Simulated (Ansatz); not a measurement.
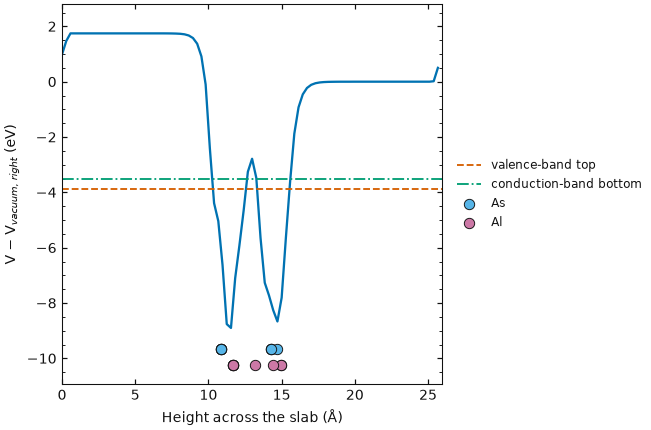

Plane-averaged electrostatic potential energy of an electron across the slab; circles at the bottom mark the heights of the atoms.

Structure: a (111) slab cut from AlAs (F-43m), ended by Al above and As below, 16 atoms in the cell, the slab at its places in the relaxed adsorbed structure; a = 8.01 Å, b = 8.01 Å, c = 25.96 Å, α = 90.00°, β = 90.00°, γ = 120.00°.

Computed with Ansatz 0.2.0: DFT PBE+D3(BJ), scalar-relativistic, plane waves, PAW, no spin polarisation, 2×2×1 k mesh, 420 eV cutoff.

Question: What are the ionisation potential and the electron affinity of the slab?

Answer: From the vacuum level at the right face the ionisation potential is 3.88 eV and the electron affinity 3.53 eV; at the left face they are 5.62 and 5.27 eV. The slab's gap, their difference before rounding, is 0.35 eV.

Question: How thick are slab and vacuum?

Answer: The outermost atoms are 4.1 Å apart, which leaves 21.9 Å of vacuum in a cell 26.0 Å high.

The atoms aren't at rest in this cell (largest force 1.2 eV/Å), so the relaxed material can differ.
